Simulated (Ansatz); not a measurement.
AgBr

```yaml
crystal:
  lattice:
    - [5.41775, 0.00000, 0.00000]
    - [0.00000, 5.41775, 0.00000]
    - [0.00000, 0.00000, 5.41775]
  atoms:
    - { symbol: Ag, position: [0.50000, 0.00000, 0.00000] }
    - { symbol: Ag, position: [0.00000, 0.50000, 0.00000] }
    - { symbol: Ag, position: [0.00000, 0.00000, 0.50000] }
    - { symbol: Ag, position: [0.50000, 0.50000, 0.50000] }
    - { symbol: Br, position: [0.00000, 0.00000, 0.00000] }
    - { symbol: Br, position: [0.50000, 0.50000, 0.00000] }
    - { symbol: Br, position: [0.50000, 0.00000, 0.50000] }
    - { symbol: Br, position: [0.00000, 0.50000, 0.50000] }
```

Space group Fm-3m; computed pressure about 16 GPa in this cell.

The calculation used DFT PBE, scalar-relativistic, plane waves, PAW in Ansatz.

### What will maps of the valence pseudo-density and electron localisation function show?

Ag–Br (2.71 Å): ρ at the midpoint is about 0.31 e/Å³; the ELF is about 0.20 at the midpoint.

### Metal or insulator at this level of theory?

It is gapped, with a Kohn–Sham gap of 0.72 eV on the k-point mesh (the band edges may lie off the mesh, which would make the gap smaller).

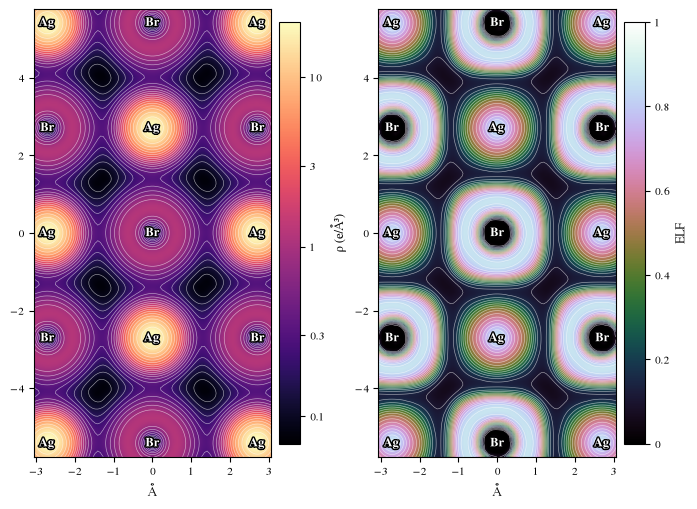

Computed valence pseudo-density and electron localisation function on the (010) plane of the conventional cell, in this order. 

In a PAW calculation such maps are meaningful between the atoms, not at the nuclei.
